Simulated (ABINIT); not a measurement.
## Run report: MoS$_{2}$, G0W0 calculation (part 3 of 4)

The same run, continued: MoS$_{2}$ (R3m, 3 atoms in the cell); Kohn-Sham DFT of a periodic cell, LDA, PseudoDojo NC SR LDA v0.4.1 standard, G0W0, no spin polarisation (ABINIT 10.8.3); cutoff 952.4 eV, 5×5×5 k-mesh, fixed occupations. The structure derives from an entry of the Crystallography Open Database.

Geometry of the input (Å; fractional positions):
```
1.5800  0.9122  6.1500
-1.5800  0.9122  6.1500
0.0000  -1.8244  6.1500
Mo 0.0000  0.0000  0.0000
S  0.4170  0.4170  0.4170
S  0.2500  0.2500  0.2500
```

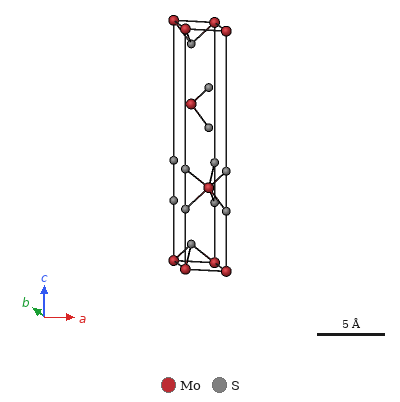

The structure (ball-and-stick view of the cell 3 times as large as that of the calculation, set on its symmetry axes, seen slightly off an axis). An atom can appear more than once, as a periodic image.

### Output, continued
```
 cartesian coordinates (angstrom) at end:
    1      0.00000000000000     0.00000000000000     0.00000000000000
    2      0.00000000000000     0.00000000001186     7.69364999973191
    3      0.00000000000000     0.00000000000711     4.61249999983927
 length scales= 12.122417576345 12.122417576345 12.122417576156 bohr
              =  6.414907118100  6.414907118100  6.414907118000 angstroms
 Eigenvalues (hartree) for nkpt=  19  k points:
 kpt#   1, nband=216, wtk=  0.00800, kpt=  0.0000  0.0000  0.0000 (reduced coord)
  -1.94812   -1.00104   -0.99209   -0.99209   -0.24447   -0.18024    0.05078    0.18165
   0.18165    0.22366    0.22366    0.26379    0.26576    0.38384    0.38384    0.39981
   0.39981    0.50751    0.60246    0.61417    0.67882    0.67882    0.74447    0.74447
   0.78185    0.85030    0.85030    0.87098    0.90890    0.90890    0.95467    1.00332
   1.05483    1.12105    1.16491    1.16491    1.21576    1.21576    1.23803    1.33393
   1.33393    1.38621    1.41512    1.41512    1.48753    1.51723    1.51723    1.52865
   1.59924    1.59924    1.65238    1.65393    1.68058    1.68058    1.77523    1.77523
   1.82658    1.87326    1.88311    1.88311    1.97155    1.97155    1.97972    2.00782
   2.00782    2.04361    2.06049    2.12080    2.12080    2.15157    2.17083    2.17083
   2.23010    2.31391    2.31391    2.32750    2.36916    2.36916    2.37967    2.37967
   2.40533    2.43933    2.50619    2.50984    2.50984    2.53650    2.53650    2.58012
   2.60601    2.61591    2.63846    2.63846    2.66589    2.66886    2.66886    2.69922
   2.69922    2.71083    2.73020    2.77604    2.77604    2.79779    2.79779    2.84069
   2.84069    2.84330    2.88851    2.95230    2.95230    2.98931    3.00016    3.00016
   3.03352    3.08380    3.08380    3.13339    3.16531    3.16531    3.17042    3.22736
   3.22736    3.23271    3.25381    3.26247    3.28331    3.29564    3.30721    3.30721
   3.32896    3.32896    3.37512    3.37512    3.40386    3.45303    3.45303    3.47065
   3.47065    3.54064    3.54843    3.54843    3.59578    3.60488    3.66241    3.66241
   3.68794    3.70756    3.70756    3.73926    3.74399    3.74399    3.82133    3.82133
   3.88632    3.89844    3.92856    3.92856    3.93348    3.99577    3.99577    4.05803
   4.05803    4.06870    4.12208    4.12208    4.13532    4.18174    4.18174    4.23148
   4.25640    4.25640    4.28104    4.30480    4.30480    4.31522    4.31909    4.34751
   4.35873    4.35873    4.42149    4.47114    4.47114    4.52132    4.53594    4.53594
   4.57803    4.60042    4.60042    4.63691    4.63691    4.63722    4.66421    4.70049
   4.72270    4.72270    4.73062    4.80320    4.80320    4.82494    4.82494    4.82606
   4.88112    4.89871    4.89871    4.93510    4.93510    4.93600    4.96260    4.96260
   4.97373    4.97373    5.00297    5.00298    5.02777    5.02781    5.03224    5.08039
 prteigrs : prtvol=0 or 1, do not print more k-points.

================================================================================
== DATASET  3 ==================================================================

--- !DatasetInfo
iteration_state: {dtset: 3, }
dimensions: {natom: 3, nkpt: 19, mband: 198, nsppol: 1, nspinor: 1, nspden: 1, mpw: 1667, }
cutoff_energies: {ecut:  21.0, pawecutdg:  -1.0, }
electrons: {nelect:   2.60000000E+01, charge:   0.00000000E+00, occopt:   1.00000000E+00, tsmear:   1.00000000E-02, }
meta: {optdriver: 3, gwcalctyp: 0, }
...

 mkfilename : getwfk/=0, take file _WFK from output of DATASET   2.

 Exchange-correlation functional for the present dataset will be:
  LDA: Perdew-Wang 92 LSD fit to Ceperley-Alder data - ixc=7
  J.P.Perdew and Y.Wang, PRB 45, 13244 (1992)

 SCREENING: Calculation of the susceptibility and dielectric matrices

 Based on a program developped by R.W. Godby, V. Olevano, G. Onida, and L. Reining.
 Incorporated in ABINIT by V. Olevano, G.-M. Rignanese, and M. Torrent.

 Real(R)+Recip(G) space primitive vectors, cartesian coordinates (Bohr,Bohr^-1):
 R(1)=  2.9857673  1.7238335 11.6218157  G(1)=  0.1674611  0.0966837  0.0286817
 R(2)= -2.9857673  1.7238335 11.6218157  G(2)= -0.1674611  0.0966837  0.0286817
 R(3)=  0.0000000 -3.4476671 11.6218157  G(3)=  0.0000000 -0.1933675  0.0286817
 Unit cell volume ucvol=  3.5890253E+02 bohr^3
 Angles (23,13,12)=  2.85174998E+01  2.85174998E+01  2.85174998E+01 degrees

--- Pseudopotential description ------------------------------------------------
- pspini: atom type   1  psp file is ./Mo.upf
  42.00000  14.00000  180309                  znucl, zion, pspdat
12 -1012 2 -1 1602                            pspcod,pspxc,lmax,lloc,mmax
     nproj     2     2     2

- pspini: atom type   2  psp file is ./S.upf
  16.00000   6.00000  180309                  znucl, zion, pspdat
12 -1012 2 -1 1132                            pspcod,pspxc,lmax,lloc,mmax
     nproj     2     2     2

--------------------------------------------------------------------------------

 ==== K-mesh for the wavefunctions ====
 Number of points in the irreducible wedge :    19
 Reduced coordinates and weights :

     1)     0.00000000E+00  0.00000000E+00  0.00000000E+00       0.00800
     2)     2.00000000E-01  0.00000000E+00  0.00000000E+00       0.04800
     3)     4.00000000E-01  0.00000000E+00  0.00000000E+00       0.04800
     4)     2.00000000E-01  2.00000000E-01  0.00000000E+00       0.04800
   [... 15 further points ...]

 Together with  6 symmetry operations and time-reversal symmetry
 yields   125 points in the full Brillouin Zone.

 ==== Q-mesh for the screening function ====
 Number of points in the irreducible wedge :    19
 Reduced coordinates and weights :

     1)     0.00000000E+00  0.00000000E+00  0.00000000E+00       0.00800
     2)     2.00000000E-01  0.00000000E+00  0.00000000E+00       0.04800
     3)     4.00000000E-01  0.00000000E+00  0.00000000E+00       0.04800
     4)     2.00000000E-01  2.00000000E-01  0.00000000E+00       0.04800
   [... 15 further points ...]

 Together with  6 symmetry operations and time-reversal symmetry
 yields   125 points in the full Brillouin Zone.

 setmesh: FFT mesh size selected  =    45x   45x   45
          total number of points  =        91125

 vcoul_init : cutoff-mode = AUXILIARY_FUNCTION
 q-points for optical limit:   1
     1)      0.000010    0.000020    0.000030

 Number of electrons calculated from density =   25.9972; Expected =   26.0000
 average of density, n =  0.072435
 r_s =    1.4882
 omega_plasma =   25.9616 [eV]

 calculating chi0 at frequencies [eV] :
  1    0.000000E+00    0.000000E+00
  2    0.000000E+00    2.596157E+01

--------------------------------------------------------------------------------
  q-point number  1        q = ( 0.000000, 0.000000, 0.000000) [r.l.u.]
--------------------------------------------------------------------------------
 For q-point:  0.000010 0.000020 0.000030
  dielectric constant =  12.9399
  dielectric constant without local fields =  14.9836

  Average fulfillment of the sum rule on Im[epsilon] for q-point    1 :     85.62  [%]
--------------------------------------------------------------------------------
  q-point number  2        q = ( 0.200000, 0.000000, 0.000000) [r.l.u.]
--------------------------------------------------------------------------------
  Average fulfillment of the sum rule on Im[epsilon] for q-point    2 :     88.90  [%]

--------------------------------------------------------------------------------
  q-point number  3        q = ( 0.400000, 0.000000, 0.000000) [r.l.u.]
--------------------------------------------------------------------------------
  Average fulfillment of the sum rule on Im[epsilon] for q-point    3 :     86.52  [%]

--------------------------------------------------------------------------------
  q-point number  4        q = ( 0.200000, 0.200000, 0.000000) [r.l.u.]
--------------------------------------------------------------------------------
  Average fulfillment of the sum rule on Im[epsilon] for q-point    4 :     88.80  [%]

--------------------------------------------------------------------------------
  q-point number  5        q = ( 0.400000, 0.200000, 0.000000) [r.l.u.]
--------------------------------------------------------------------------------
  Average fulfillment of the sum rule on Im[epsilon] for q-point    5 :     86.88  [%]

--------------------------------------------------------------------------------
  q-point number  6        q = (-0.400000, 0.200000, 0.000000) [r.l.u.]
--------------------------------------------------------------------------------
  Average fulfillment of the sum rule on Im[epsilon] for q-point    6 :     86.12  [%]

--------------------------------------------------------------------------------
  q-point number  7        q = (-0.200000, 0.200000, 0.000000) [r.l.u.]
--------------------------------------------------------------------------------
  Average fulfillment of the sum rule on Im[epsilon] for q-point    7 :     86.93  [%]

--------------------------------------------------------------------------------
  q-point number  8        q = ( 0.400000, 0.400000, 0.000000) [r.l.u.]
--------------------------------------------------------------------------------
  Average fulfillment of the sum rule on Im[epsilon] for q-point    8 :     86.50  [%]

--------------------------------------------------------------------------------
  q-point number  9        q = (-0.400000, 0.400000, 0.000000) [r.l.u.]
--------------------------------------------------------------------------------
  Average fulfillment of the sum rule on Im[epsilon] for q-point    9 :     86.17  [%]

--------------------------------------------------------------------------------
  q-point number 10        q = ( 0.200000, 0.200000, 0.200000) [r.l.u.]
--------------------------------------------------------------------------------
  Average fulfillment of the sum rule on Im[epsilon] for q-point   10 :     91.04  [%]

--------------------------------------------------------------------------------
  q-point number 11        q = ( 0.400000, 0.200000, 0.200000) [r.l.u.]
--------------------------------------------------------------------------------
  Average fulfillment of the sum rule on Im[epsilon] for q-point   11 :     88.51  [%]

--------------------------------------------------------------------------------
  q-point number 12        q = (-0.400000, 0.200000, 0.200000) [r.l.u.]
--------------------------------------------------------------------------------
  Average fulfillment of the sum rule on Im[epsilon] for q-point   12 :     86.53  [%]

--------------------------------------------------------------------------------
  q-point number 13        q = (-0.200000, 0.200000, 0.200000) [r.l.u.]
--------------------------------------------------------------------------------
  Average fulfillment of the sum rule on Im[epsilon] for q-point   13 :     86.53  [%]

--------------------------------------------------------------------------------
  q-point number 14        q = ( 0.400000, 0.400000, 0.200000) [r.l.u.]
--------------------------------------------------------------------------------
  Average fulfillment of the sum rule on Im[epsilon] for q-point   14 :     88.36  [%]

--------------------------------------------------------------------------------
  q-point number 15        q = (-0.400000, 0.400000, 0.200000) [r.l.u.]
--------------------------------------------------------------------------------
  Average fulfillment of the sum rule on Im[epsilon] for q-point   15 :     86.90  [%]

--------------------------------------------------------------------------------
  q-point number 16        q = (-0.200000, 0.400000, 0.200000) [r.l.u.]
--------------------------------------------------------------------------------
  Average fulfillment of the sum rule on Im[epsilon] for q-point   16 :     86.12  [%]

--------------------------------------------------------------------------------
  q-point number 17        q = (-0.400000,-0.400000, 0.200000) [r.l.u.]
--------------------------------------------------------------------------------
  Average fulfillment of the sum rule on Im[epsilon] for q-point   17 :     86.52  [%]

--------------------------------------------------------------------------------
  q-point number 18        q = ( 0.400000, 0.400000, 0.400000) [r.l.u.]
--------------------------------------------------------------------------------
  Average fulfillment of the sum rule on Im[epsilon] for q-point   18 :     89.52  [%]

--------------------------------------------------------------------------------
  q-point number 19        q = (-0.400000, 0.400000, 0.400000) [r.l.u.]
--------------------------------------------------------------------------------
  Average fulfillment of the sum rule on Im[epsilon] for q-point   19 :     88.28  [%]

================================================================================
== DATASET  4 ==================================================================

--- !DatasetInfo
iteration_state: {dtset: 4, }
dimensions: {natom: 3, nkpt: 19, mband: 198, nsppol: 1, nspinor: 1, nspden: 1, mpw: 3568, }
cutoff_energies: {ecut:  35.0, pawecutdg:  -1.0, }
electrons: {nelect:   2.60000000E+01, charge:   0.00000000E+00, occopt:   1.00000000E+00, tsmear:   1.00000000E-02, }
meta: {optdriver: 4, gwcalctyp: 0, }
...

 mkfilename : getwfk/=0, take file _WFK from output of DATASET   2.

 mkfilename : getscr/=0, take file _SCR from output of DATASET   3.

 Exchange-correlation functional for the present dataset will be:
  LDA: Perdew-Wang 92 LSD fit to Ceperley-Alder data - ixc=7
  J.P.Perdew and Y.Wang, PRB 45, 13244 (1992)

 SIGMA: Calculation of the GW corrections
```
